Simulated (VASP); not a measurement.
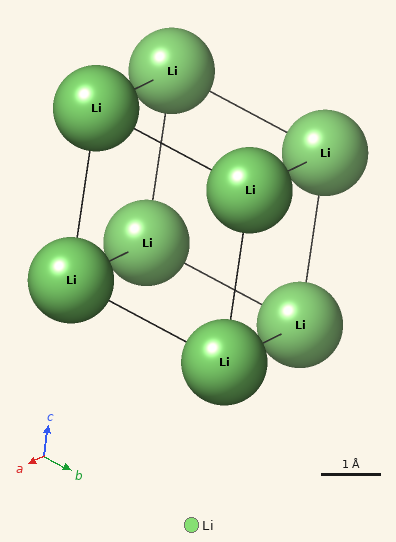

Fig. 1: The starting structure (spheres-only view of the cell of the calculation, seen slightly off an axis). An atom can appear more than once, as a periodic image.

# Geometry relaxation, with input and output: Li

System: Li (Im-3m, 1 atom in the cell).
Method: Kohn-Sham DFT of a periodic cell, PBEsol, VASP PAW PBE potentials, recommended, no spin polarisation (VASP 6.6.1).

The structure derives from an entry of the Crystallography Open Database.

OSZICAR:
```
N       E                     dE             d eps       ncg     rms          rms(c)
DAV:   1     0.723725436752E+00    0.72373E+00   -0.74720E+02  1470   0.441E+02
DAV:   2    -0.181561529824E+01   -0.25393E+01   -0.24444E+01  2015   0.614E+01
DAV:   3    -0.196449070061E+01   -0.14888E+00   -0.14882E+00  1830   0.107E+01
DAV:   4    -0.196816264191E+01   -0.36719E-02   -0.36700E-02  1850   0.167E+00
DAV:   5    -0.196821823034E+01   -0.55588E-04   -0.55586E-04  1910   0.183E-01    0.336E-01
DAV:   6    -0.196658780871E+01    0.16304E-02   -0.59427E-04  1995   0.181E-01    0.189E-01
DAV:   7    -0.196590480212E+01    0.68301E-03   -0.17200E-03  2010   0.306E-01    0.325E-02
DAV:   8    -0.196593334686E+01   -0.28545E-04   -0.28842E-04  1600   0.174E-01    0.394E-03
DAV:   9    -0.196593228371E+01    0.10632E-05   -0.77561E-06  1930   0.320E-02    0.874E-04
DAV:  10    -0.196593136758E+01    0.91613E-06   -0.84275E-07  1835   0.767E-03    0.414E-04
DAV:  11    -0.196593127014E+01    0.97440E-07   -0.17816E-08   870   0.160E-03
   1 F= -.19659313E+01 E0= -.19657468E+01  d E =-.196593E+01
       N       E                     dE             d eps       ncg     rms          rms(c)
DAV:   1    -0.196593870315E+01   -0.73356E-05   -0.68603E-05  2050   0.867E-02    0.174E-02
DAV:   2    -0.196593809761E+01    0.60554E-06   -0.83160E-06  1855   0.256E-02    0.114E-02
DAV:   3    -0.196593709327E+01    0.10043E-05   -0.26480E-06  2625   0.116E-02    0.314E-03
DAV:   4    -0.196593719338E+01   -0.10011E-06   -0.17441E-07  1090   0.452E-03    0.487E-04
DAV:   5    -0.196593710805E+01    0.85330E-07   -0.46198E-08   745   0.217E-03
   2 F= -.19659371E+01 E0= -.19657526E+01  d E =-.583790E-05
       N       E                     dE             d eps       ncg     rms          rms(c)
DAV:   1    -0.196595975978E+01   -0.22566E-04   -0.61329E-04  2040   0.260E-01    0.522E-02
DAV:   2    -0.196595389146E+01    0.58683E-05   -0.80702E-05  1860   0.798E-02    0.344E-02
DAV:   3    -0.196594558692E+01    0.83045E-05   -0.24663E-05  2615   0.354E-02    0.103E-02
DAV:   4    -0.196594543566E+01    0.15125E-06   -0.21253E-06  2275   0.145E-02    0.108E-03
DAV:   5    -0.196594516556E+01    0.27011E-06   -0.16865E-07  1145   0.426E-03    0.336E-04
DAV:   6    -0.196594502186E+01    0.14370E-06   -0.15617E-08   725   0.148E-03    0.453E-05
DAV:   7    -0.196594505398E+01   -0.32123E-07   -0.36991E-09   725   0.821E-04
   3 F= -.19659451E+01 E0= -.19657607E+01  d E =-.137838E-04
```

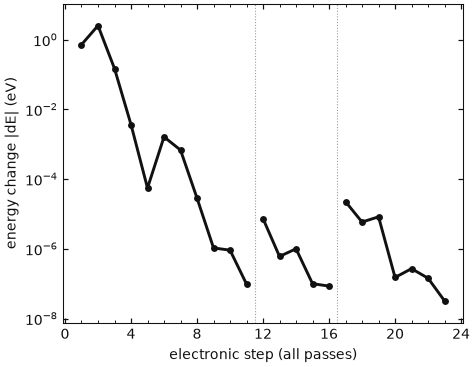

Fig. 2: Convergence of the self-consistent field: energy change |dE| against the electronic step. Each stretch between dotted lines is the SCF of one geometry step of a relaxation. The 3 ionic steps take 5 to 11 electronic steps each. The density is held fixed in the first few steps, and dE rises again when its update begins.

Parts of OUTCAR:
```
PREC = Accurate
   ENCUT = 600
   EDIFF = 1E-7
   ISMEAR = 1
   LREAL = F
   LASPH = T
   NELM = 80
   ISIF = 3
   GGA = PS
   IBRION = 2
   NSW = 90
   EDIFFG = -0.005

 ion  position               nearest neighbor table
   1  0.000  0.000  0.000-

  LATTYP: Found a body centered cubic cell.
 ALAT       =     3.4194136938

  Lattice vectors:

 A1 = (  -1.7097068469,   1.7097068469,   1.7097068469)
 A2 = (   1.7097068469,  -1.7097068469,   1.7097068469)
 A3 = (   1.7097068469,   1.7097068469,  -1.7097068469)

Analysis of symmetry for initial positions (statically):
=====================================================================
 Subroutine PRICEL returns:
 Original cell was already a primitive cell.

 Routine SETGRP: Setting up the symmetry group for a
 body centered cubic supercell.

 Subroutine GETGRP returns: Found 48 space group operations
 (whereof 48 operations were pure point group operations)
 out of a pool of 48 trial point group operations.

The static configuration has the point symmetry O_h .

Analysis of symmetry for dynamics (positions and initial velocities):
=====================================================================
 Subroutine PRICEL returns:
 Original cell was already a primitive cell.

 Routine SETGRP: Setting up the symmetry group for a
 body centered cubic supercell.

 Subroutine GETGRP returns: Found 48 space group operations
 (whereof 48 operations were pure point group operations)
 out of a pool of 48 trial point group operations.

The dynamic configuration has the point symmetry O_h .

 Subroutine INISYM returns: Found 48 space group operations
 (whereof 48 operations are pure point group operations),
 and found     1 'primitive' translations

----------------------------------------------------------------------------------------

                                     Primitive cell

  volume of cell :      19.9906

  direct lattice vectors                    reciprocal lattice vectors
    -1.709706847  1.709706847  1.709706847     0.000000000  0.292447796  0.292447796
     1.709706847 -1.709706847  1.709706847     0.292447796  0.000000000  0.292447796
     1.709706847  1.709706847 -1.709706847     0.292447796  0.292447796  0.000000000

  length of vectors
     2.961299125  2.961299125  2.961299125     0.413583640  0.413583640  0.413583640

  position of ions in fractional coordinates (direct lattice)
     0.000000000  0.000000000  0.000000000

  ion indices of the primitive-cell ions
   primitive index   ion index
                 1           1

----------------------------------------------------------------------------------------

 KPOINTS: Automatic mesh

Automatic generation of k-mesh.
 Grid dimensions read from file:
 generate k-points for:   16   16   16

 Generating k-lattice:

  Cartesian coordinates                     Fractional coordinates (reciprocal lattice)
     0.000000000  0.018277987  0.018277987     0.062500000  0.000000000  0.000000000
     0.018277987  0.000000000  0.018277987     0.000000000  0.062500000  0.000000000
     0.018277987  0.018277987  0.000000000     0.000000000  0.000000000  0.062500000

  Length of vectors
     0.025848978  0.025848978  0.025848978

  Shift w.r.t. Gamma in fractional coordinates (k-lattice)
     0.000000000  0.000000000  0.000000000

 Subroutine IBZKPT returns following result:
 ===========================================

 Found    145 irreducible k-points:

 Following reciprocal coordinates:
            Coordinates               Weight
  0.000000  0.000000  0.000000      1.000000
  0.062500  0.000000  0.000000     12.000000
  0.125000  0.000000  0.000000     12.000000
  0.187500  0.000000  0.000000     12.000000
  0.250000  0.000000  0.000000     12.000000
  0.312500  0.000000  0.000000     12.000000
  0.375000  0.000000  0.000000     12.000000
  0.437500  0.000000  0.000000     12.000000
  0.500000  0.000000  0.000000      6.000000
  0.062500  0.062500  0.000000     24.000000
  0.125000  0.062500  0.000000     48.000000
  0.187500  0.062500  0.000000     48.000000
  0.250000  0.062500 -0.000000     48.000000
  0.312500  0.062500  0.000000     48.000000
  0.375000  0.062500  0.000000     48.000000
  0.437500  0.062500  0.000000     48.000000
  0.125000  0.125000  0.000000     24.000000
  0.187500  0.125000 -0.000000     48.000000
  0.250000  0.125000  0.000000     48.000000
  0.312500  0.125000  0.000000     48.000000
  0.375000  0.125000  0.000000     48.000000
  0.437500  0.125000 -0.000000     24.000000
  0.187500  0.187500  0.000000     24.000000
  0.250000  0.187500  0.000000     48.000000
 [... further k-points ...]
   k-points           NKPTS =    145   k-points in BZ     NKDIM =    145   number of bands    NBANDS=      5
   number of dos      NEDOS =    301   number of ions     NIONS =      1
   total plane-waves  NPLWV =  13824
   dimension x,y,z NGX =    24 NGY =   24 NGZ =   24
   dimension x,y,z NGXF=    48 NGYF=   48 NGZF=   48
   ions per type =               1
   NGX,Y,Z   is equivalent  to a cutoff of  13.47, 13.47, 13.47 a.u.
   NGXF,Y,Z  is equivalent  to a cutoff of  26.95, 26.95, 26.95 a.u.
 SYSTEM =  unknown system
   PREC   = accura    normal or accurate (medium, high low for compatibility)
   ISTART =      0    job   : 0-new  1-cont  2-samecut
   ICHARG =      2    charge: 1-file 2-atom 10-const
   ISPIN  =      1    spin polarized calculation?
   LNONCOLLINEAR =      F non collinear calculations
   LSORBIT =      F    spin-orbit coupling
   LASPH  =      T    aspherical Exc in radial PAW
   ENCUT  =  600.0 eV  44.10 Ry    6.64 a.u.   5.91  5.91  5.91*2*pi/ulx,y,z
   NELM   =     80;   NELMIN=  2; NELMDL= -5     # of ELM steps
   EDIFF  = 0.1E-06   stopping-criterion for ELM
   LREAL  =      F    real-space projection
   EDIFFG = -.5E-02   stopping-criterion for IOM
   NSW    =     90    number of steps for IOM
   IBRION =      2    ionic relax: 0-MD 1-quasi-New 2-CG
   NFREE  =      1    steps in history (QN), initial steepest desc. (CG)
   ISIF   =      3    stress and relaxation
   ISYM   =      2    0-nonsym 1-usesym 2-fastsym
   POTIM  = 0.5000    time-step for ionic-motion
   TEBEG  =    0.0;   TEEND  =   0.0 temperature during run
   PSTRESS=    0.0 pullay stress
   NELECT =       3.0000    total number of electrons
   NUPDOWN=      -1.0000    fix difference up-down
   EMIN   =  10.00;   EMAX   =-10.00  energy-range for DOS
   EFERMI =   0.00;   METHOD = LEGACY
   ISMEAR =     1;   SIGMA  =   0.10  broadening in eV -4-tet -1-fermi 0-gaus
   EFERMI_NEDOS =   21; number of points for ismear=-14 and -15
   IALGO  =     38    algorithm
   IMIX   =      4    mixing-type and parameters
     AMIX     =   0.40;   BMIX     =  1.00
     AMIX_MAG =   1.60;   BMIX_MAG =  1.00
  volume/ion in A,a.u.               =      19.99       134.90
  Fermi-wavevector in a.u.,A,eV,Ry     =   0.869975  1.644015 10.297666  0.756857
  Thomas-Fermi vector in A             =   1.988874
   LORBIT       =      0    0 simple, 1 ext, 2 COOP (PROOUT), +10 PAW based schemes
   GGA     = PS    functional components
   LHFCALC =     F    Hartree Fock is set to
   AEXX    =    0.0000 exact exchange contribution
   IVDW    =     0    specifies the selected vdW correction
   LEPSILON=     F    determine dielectric tensor
   LRPA    =     F    only Hartree local field effects (RPA)
 conjugate gradient relaxation of ions
 non-spin polarized calculation
 Methfessel and Paxton  Order N= 1 SIGMA  =   0.10
  energy-cutoff  :      600.00
  volume of cell :       19.99
 maximum number of plane-waves:       682
   NGX = 11   NGY = 11   NGZ = 11

--------------------------------------- Ionic step        1  -------------------------------------------

 number of electron       3.0000004 magnetization

 Free energy of the ion-electron system (eV)
  ---------------------------------------------------
  ext. energy  EPLUGINS =         0.00000000
  ---------------------------------------------------
  free energy    TOTEN  =        -1.96593127 eV

  energy without entropy =       -1.96537773  energy(sigma->0) =       -1.96574676

------------------------ aborting loop because EDIFF is reached ----------------------------------------

  FORCE on cell =-STRESS in cart. coord.  units (eV):
  Direction    XX          YY          ZZ          XY          YZ          ZX
  --------------------------------------------------------------------------------------
  -------------------------------------------------------------------------------------
  Total        0.0066931      0.0066931      0.0066931      0.0000000      0.0000000     -0.0000000
  in kB        0.5364308      0.5364308      0.5364308      0.0000000      0.0000000     -0.0000000
  external PRESSURE =       0.5364308 kB  Pullay stress =       0.0000000 kB

 VOLUME and BASIS-vectors are now :
 -----------------------------------------------------------------------------
  energy-cutoff  :      600.00
  volume of cell :       19.99
      direct lattice vectors                 reciprocal lattice vectors
    -1.709706847  1.709706847  1.709706847     0.000000000  0.292447796  0.292447796
     1.709706847 -1.709706847  1.709706847     0.292447796  0.000000000  0.292447796
     1.709706847  1.709706847 -1.709706847     0.292447796  0.292447796  0.000000000

 POSITION                                       TOTAL-FORCE (eV/Angst)
 -----------------------------------------------------------------------------------
      0.00000      0.00000      0.00000        -0.000000      0.000000     -0.000000
 -----------------------------------------------------------------------------------
    total drift:                               -0.000000     -0.000000      0.000000

  FREE ENERGIE OF THE ION-ELECTRON SYSTEM (eV)
  ---------------------------------------------------
  free  energy   TOTEN  =        -1.9659312701 eV

  energy  without entropy=       -1.9653777312  energy(sigma->0) =       -1.96574676

--------------------------------------- Ionic step        2  -------------------------------------------

 number of electron       3.0000003 magnetization

------------------------ aborting loop because EDIFF is reached ----------------------------------------

  FORCE on cell =-STRESS in cart. coord.  units (eV):
  Direction    XX          YY          ZZ          XY          YZ          ZX
  --------------------------------------------------------------------------------------
  -------------------------------------------------------------------------------------
  Total        0.0050279      0.0050279      0.0050279      0.0000000      0.0000000     -0.0000000
  in kB        0.4025812      0.4025812      0.4025812      0.0000000      0.0000000     -0.0000000
  external PRESSURE =       0.4025812 kB  Pullay stress =       0.0000000 kB

 VOLUME and BASIS-vectors are now :
 -----------------------------------------------------------------------------
  energy-cutoff  :      600.00
  volume of cell :       20.01
      direct lattice vectors                 reciprocal lattice vectors
    -1.710258900  1.710258900  1.710258900     0.000000000  0.292353397  0.292353397
     1.710258900 -1.710258900  1.710258900     0.292353397  0.000000000  0.292353397
     1.710258900  1.710258900 -1.710258900     0.292353397  0.292353397  0.000000000

 POSITION                                       TOTAL-FORCE (eV/Angst)
 -----------------------------------------------------------------------------------
      1.71026     -1.71026      1.71026        -0.000000      0.000000     -0.000000
 -----------------------------------------------------------------------------------
    total drift:                                0.000000     -0.000000      0.000000

  FREE ENERGIE OF THE ION-ELECTRON SYSTEM (eV)
  ---------------------------------------------------
  free  energy   TOTEN  =        -1.9659371080 eV

  energy  without entropy=       -1.9653837061  energy(sigma->0) =       -1.96575264

--------------------------------------- Ionic step        3  -------------------------------------------

 number of electron       3.0000003 magnetization

 Free energy of the ion-electron system (eV)
  ---------------------------------------------------
  ext. energy  EPLUGINS =         0.00000000
  ---------------------------------------------------
  free energy    TOTEN  =        -1.96594505 eV

  energy without entropy =       -1.96539206  energy(sigma->0) =       -1.96576072

 E-fermi :   0.6473     XC(G=0):  -7.0427     alpha+bet : -7.4536

 val. band max:        0.6265438089   @ k =   0.2500   0.2500   0.0000
 cond. band min:       0.6596270032   @ k =   0.3750   0.0625   0.0625
 fundamental gap:      0.0330831944
 Fermi energy:         0.6472589247

 k-point     1 :       0.0000    0.0000    0.0000
  band No.  band energies     occupation
      1     -45.2374      2.00000
      2      -2.9150      2.00000
      3      15.3872      0.00000
      4      15.3872      0.00000
      5      15.3873      0.00000

 k-point     2 :       0.0625    0.0000    0.0000
  band No.  band energies     occupation
      1     -45.2365      2.00000
      2      -2.8408      2.00000
      3      14.8773      0.00000
      4      15.0036      0.00000
      5      15.2551      0.00000

 k-point     3 :       0.1250    0.0000    0.0000
  band No.  band energies     occupation
      1     -45.2341      2.00000
      2      -2.6182      2.00000
      3      13.3923      0.00000
      4      14.1892      0.00000
      5      14.8806      0.00000

 k-point     4 :       0.1875    0.0000    0.0000
  band No.  band energies     occupation
      1     -45.2305      2.00000
      2      -2.2473      2.00000
      3      11.4243      0.00000
      4      13.3220      0.00000
      5      14.3505      0.00000

 k-point     5 :       0.2500    0.0000    0.0000
  band No.  band energies     occupation
      1     -45.2266      2.00000
      2      -1.7297      2.00000
      3       9.4158      0.00000
      4      12.5495      0.00000
      5      13.7874      0.00000

 [... the levels of 18 k-points are left out ...]

 k-point    24 :       0.2500    0.1875    0.0000
  band No.  band energies     occupation
      1     -45.2184      2.00000
      2      -0.1755      2.00000
      3       6.6862      0.00000
      4       8.9292      0.00000
      5      11.9177      0.00000

 [... further k-points ...]

------------------------ aborting loop because EDIFF is reached ----------------------------------------

  FORCE on cell =-STRESS in cart. coord.  units (eV):
  Direction    XX          YY          ZZ          XY          YZ          ZX
  --------------------------------------------------------------------------------------
  -------------------------------------------------------------------------------------
  Total        0.0001952      0.0001952      0.0001952     -0.0000000     -0.0000000      0.0000000
  in kB        0.0155810      0.0155810      0.0155810     -0.0000000     -0.0000000      0.0000000
  external PRESSURE =       0.0155810 kB  Pullay stress =       0.0000000 kB

 VOLUME and BASIS-vectors are now :
 -----------------------------------------------------------------------------
  energy-cutoff  :      600.00
  volume of cell :       20.07
      direct lattice vectors                 reciprocal lattice vectors
    -1.711915060  1.711915060  1.711915060     0.000000000  0.292070566  0.292070566
     1.711915060 -1.711915060  1.711915060     0.292070566  0.000000000  0.292070566
     1.711915060  1.711915060 -1.711915060     0.292070566  0.292070566  0.000000000

 POSITION                                       TOTAL-FORCE (eV/Angst)
 -----------------------------------------------------------------------------------
      0.00000      0.00000     -0.00000         0.000000     -0.000000     -0.000000
 -----------------------------------------------------------------------------------
    total drift:                               -0.000000     -0.000000      0.000000

  FREE ENERGIE OF THE ION-ELECTRON SYSTEM (eV)
  ---------------------------------------------------
  free  energy   TOTEN  =        -1.9659450540 eV

  energy  without entropy=       -1.9653920612  energy(sigma->0) =       -1.96576072

 reached required accuracy - stopping structural energy minimisation
```

CONTCAR:
```
Li
   1.00000000000000
    -1.7119150597601078    1.7119150597601078    1.7119150597601078
     1.7119150597601078   -1.7119150597601078    1.7119150597601078
     1.7119150597601078    1.7119150597601078   -1.7119150597601078
  Li
     1
Direct
     0.0000000000000000    0.0000000000000000    0.0000000000000000

  0.00000000E+00  0.00000000E+00  0.00000000E+00
```

Trajectory as extended XYZ (Å, eV, eV/Å), 3 frames, from step=0 to step=2:
```
1
Lattice="-1.7097 1.7097 1.7097 1.7097 -1.7097 1.7097 1.7097 1.7097 -1.7097" Properties=species:S:1:pos:R:3:forces:R:3 step=0 energy=-1.96593
Li    0.0000    0.0000    0.0000    0.0000   0.0000   0.0000
1
Lattice="-1.7103 1.7103 1.7103 1.7103 -1.7103 1.7103 1.7103 1.7103 -1.7103" Properties=species:S:1:pos:R:3:forces:R:3 step=1 energy=-1.96594
Li    1.7103   -1.7103    1.7103    0.0000   0.0000   0.0000
1
Lattice="-1.7119 1.7119 1.7119 1.7119 -1.7119 1.7119 1.7119 1.7119 -1.7119" Properties=species:S:1:pos:R:3:forces:R:3 step=2 energy=-1.96595
Li    0.0000    0.0000    0.0000    0.0000   0.0000   0.0000
```

The run was set up as follows.

INCAR:
```
PREC = Accurate
ENCUT = 600
EDIFF = 1E-7
ISMEAR = 1
SIGMA = 0.1
LREAL = F
LASPH = T
NELM = 80
ALGO = Normal
ISIF = 3
LWAVE = F
LCHARG = F
GGA = PS
IBRION = 2
NSW = 90
EDIFFG = -0.005
```

KPOINTS:
```
Automatic mesh
0
Gamma
  16 16 16
```

POSCAR:
```
Li                                      
1.0
   -1.7097068469      1.7097068469      1.7097068469
    1.7097068469     -1.7097068469      1.7097068469
    1.7097068469      1.7097068469     -1.7097068469
  Li            
     1
Direct
     0.0000000000000000    1.0000000000000000    1.0000000000000000
```

Command:
```bash
cat potpaw_PBE.64/Li_sv/POTCAR > POTCAR
mpirun -np 1 vasp_std > vasp.out
```

Results in brief:

| quantity | value |
| --- | --- |
| outcome | converged |
| space group (tolerance 0.01 Å) | Im-3m (229) |
| electrons treated | 3 |
| free energy | −1.9659 eV |
| gap on the k-point mesh | none (metallic) |
| pressure | 0.00 GPa |
| final volume | 20.07 Å³ |
| largest force (length of the vector) at the end | under 0.001 eV/Å |
| final cell | a = 2.965 Å, b = 2.965 Å, c = 2.965 Å, α = 109.47°, β = 109.47°, γ = 109.47° |
| hardware | 1 thread of AMD EPYC (Zen 3), 1656 GiB of memory available, shared host |
| wall time | 23 s |
| peak memory | 0.11 GiB |
